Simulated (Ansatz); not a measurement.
# CaO: 7 runs along one coordinate

System: CaO (Fm-3m, 2 atoms in the cell).
Method: DFT, LDA, all-electron LAPW, scalar-relativistic; levels at fixed fractional wave vectors of a strained or displaced cell, no spin polarisation (Ansatz 0.2.0).

The 7 runs differ only in the geometry, by an even scaling of the cell at fixed fractional positions. The structure derives from an entry of the Crystallography Open Database.

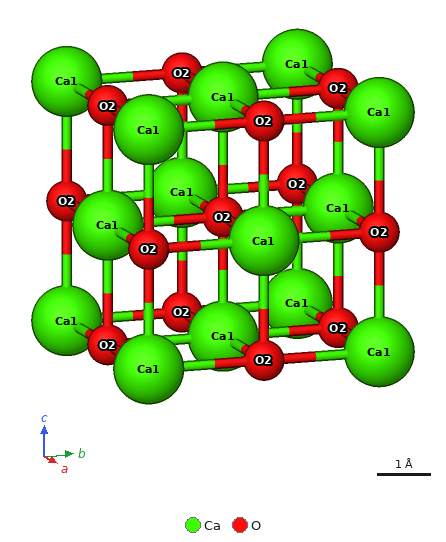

Figure 1. The structure of run 4 (ball-and-stick view of the cell 4 times as large as that of the calculation, set on its symmetry axes, seen slightly off an axis; atoms are numbered from 1 in the order of the input).

**Input of run 4**
```yaml
crystal:
  lattice:
    - [2.33120202066, 2.33120202066, 0.0]
    - [-2.33120202066, 2.33120202066, 0.0]
    - [0.0, 2.33120202066, 2.33120202066]
  atoms:
    - { symbol: Ca, position: [0.0, 0.0, 0.0] }
    - { symbol: O, position: [0.5, 0.5, 0.0] }
kpoints:
  mp_grid: { grid: [8, 8, 8] }
scf:
  occupations: { method: fixed }
  convergence: { dr2_threshold: 1.0e-10 }
hamiltonian:
  xc: lda
  pseudopotentials: { kind: all_electron, lapw: { basis_error: 0.0005 } }
output:
  forces: true
  stress: true
  eigenstates:
    kpoints:
      - [0.0, 0.0, 0.0]
      - [-0.5, 0.5, 0.0]
      - [-0.5, -0.5, -0.5]
      - [0.0, 0.0, -0.5]
      - [0.0, -0.5, -0.5]
      - [0.0, 0.5, 0.0]
      - [-0.5, 0.0, 0.0]
      - [-0.5, 0.0, -0.5]
  eigenvalues: true
```

Command:
```bash
ansatz run input.yaml --threads 1 --pin off --max-ram 3072MiB --backend cpu --events-out ev --progress --plain --runs-dir out
```

Run 6 differs from it as follows:
```diff
-    - [2.33120202066, 2.33120202066, 0.0]
-    - [-2.33120202066, 2.33120202066, 0.0]
-    - [0.0, 2.33120202066, 2.33120202066]
+    - [2.3539498185, 2.3539498185, 0.0]
+    - [-2.3539498185, 2.3539498185, 0.0]
+    - [0.0, 2.3539498185, 2.3539498185]
```

**Results, with one run withheld**

```csv
run,volume per atom (Å³),"free energy per atom, from the lowest run given (meV)",pressure (GPa),gap on the mesh (eV)
1,11.866,49.65,15.05,3.35
2,12.198,23.78,10.04,3.38
3,12.422,11.87,7.03,3.40
4,12.669,3.39,4.03,3.42
5,12.849,0.00,2.03,3.43
6,13.043,?,?,?
7,13.253,0.05,−1.96,3.46
```

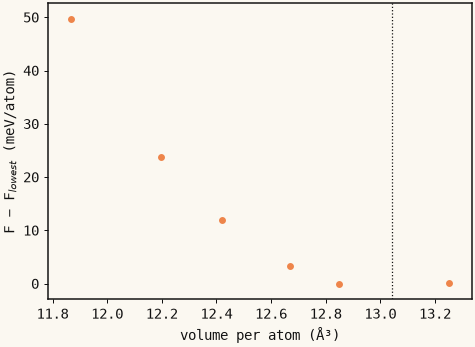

Figure 2. Free energy per atom of the runs given; the dotted line marks run 6.

Fit the runs given and predict run 6.

A cubic polynomial in V^(−2/3) (the Birch–Murnaghan form), fitted to the 6 runs given, misses them by at most 0.01 meV per atom. With x = V^(−2/3) − 0.18537 Å⁻², it reads F = 7.6039 + 3597.6 x + 3.6824e+05 x² + 4.0439e+05 x³ (meV per atom). At run 6 it gives −1.23 meV per atom, and the run itself gives −1.24. The slope of the fit gives a pressure −dF/dV of 0.03 GPa there, and the run prints 0.03 GPa. The fit has its minimum at 13.046 Å³ per atom, where V d²F/dV² gives 129 GPa: the bulk modulus at this level, since symmetry fixes the shape and the positions. The gap on the mesh goes, without turning, from 3.35 eV in run 1 to 3.46 eV in run 7; run 6 has 3.45 eV. These are gaps of this functional on this mesh, which can miss the band edges; they aren't the measured gap.

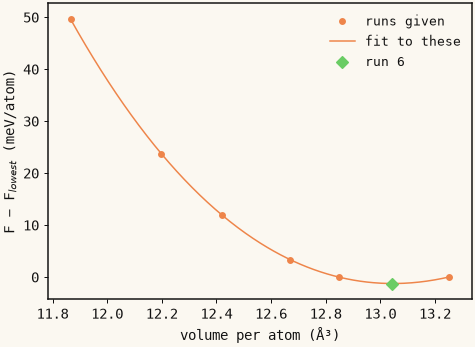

Figure 3. The fit and the withheld run.

**Output, shortened to warnings, some set-up lines, iterations and results (run 6)**
```
Basis set: ecut = 276.9815133271865 eV, 283 PW (Γ), exchange–correlation at level 2
Symmetry: 48 space group operations
k-points: 29 of 512
Initial density: superposition of atomic densities (chi_scale 0.1, normalization cell, long waves kept (reshape's long-wave potential 0.00 eV rms))
[...]
SCF iter   1: F=—  HF=-20511.944337 eV  |F-HF|=—  |Δ(HF+E_count)|=         —  Δρ=8.20e-2  dr2=2.26e0  ethr=9.40e-3  ⟨swp⟩=2.0  Hψ=2980  notcnv=0
SCF iter   2: F=—  HF=-20511.316258 eV  |F-HF|=—  |Δ(HF+E_count)|=   6.28e-1  Δρ=4.20e-2  dr2=5.58e-1  ethr=9.40e-3  ⟨swp⟩=3.0  Hψ=1551  notcnv=0
SCF iter   3: F=—  HF=-20510.372006 eV  |F-HF|=—  |Δ(HF+E_count)|=   9.44e-1  Δρ=1.89e-2  dr2=1.19e-1  ethr=2.32e-3  ⟨swp⟩=3.0  Hψ=1627  notcnv=0
SCF iter   4: F=—  HF=-20510.350799 eV  |F-HF|=—  |Δ(HF+E_count)|=         —  Δρ=6.41e-3  dr2=1.48e-2  ethr=4.98e-4  ⟨swp⟩=2.3  Hψ=1547  notcnv=0
SCF iter   5: F=—  HF=-20510.342417 eV  |F-HF|=—  |Δ(HF+E_count)|=   8.38e-3  Δρ=3.42e-3  dr2=4.23e-3  ethr=6.18e-5  ⟨swp⟩=2.0  Hψ=1537  notcnv=0
SCF iter   6: F=—  HF=-20510.339752 eV  |F-HF|=—  |Δ(HF+E_count)|=   2.66e-3  Δρ=4.19e-4  dr2=6.32e-5  ethr=2.63e-7  ⟨swp⟩=2.3  Hψ=2631  notcnv=0
SCF iter   7: F=—  HF=-20510.339706 eV  |F-HF|=—  |Δ(HF+E_count)|=   4.67e-5  Δρ=3.26e-5  dr2=3.69e-7  ethr=2.63e-7  ⟨swp⟩=3.0  Hψ=1607  notcnv=0
SCF iter   8: F=-20510.339705 eV  HF=-20510.339705 eV  |F-HF|=2.18e-11  |Δ(HF+E_count)|=   2.58e-7  Δρ=8.39e-7  dr2=9.12e-11  ethr=1.54e-9  ⟨swp⟩=3.0  Hψ=1639  notcnv=0
SCF 1 converged in 8 iterations: F = -20510.339705 eV  dr2 = 9.12e-11
NSCF: frozen V_eff on 8 k-points
SCF converged after 8 iterations
Free energy (F): -20510.339705 eV
Harris-Foulkes:  -20510.339705 eV  (|F-HF|=2.18e-11)
Internal energy: -20510.339705 eV  (E = F + TS)
E sigma→0 (E₀):  -20510.339705 eV
Fermi energy:    8.488244 eV
--- Per-component energies (eV) ---
  E_band       = -2764.500097
  E_kinetic    = 20635.272730
  E_xc         = -1162.374344
  E_electrostatic = -39983.238091  (all electrons and nuclei)
  E_smearing   = -0.000000  (= −TS)
  E_closure    = 0.000000  (closes the sum)
  E_atoms      = -20496.070586  (free atoms, spherical and without spin; not in F)
  Σ components = -20510.339705   (vs F -20510.339705, Δ=0.00e0)
  Basis errors (estimates in eV, not in F): energy 1.9e-4 per atom: plane waves 1.7e-4 (9.6e-5 summed), levels above the bands 0.0e0, relativity 6.0e-9, radial functions 1.8e-5, core shells 3.1e-7; eigenvalues (radial functions only) 6.5e-6; not estimated: angular momenta, meshes, grids; target …
--- Forces (eV/Å), atoms counted from 1 ---
  atom   1  Ca     0.00000000     0.00000000    -0.00000000
  atom   2  O     -0.00000000    -0.00000000     0.00000000
  max |Σ_I F_I| component: 2.63e-31 eV/Å
--- Stress (GPa, compression-positive) ---
        0.026465      -0.000000       0.000000
       -0.000000       0.026465      -0.000000
        0.000000      -0.000000       0.026465
  P = ⅓ Tr σ = 0.0265 GPa (0.265 kbar)
```
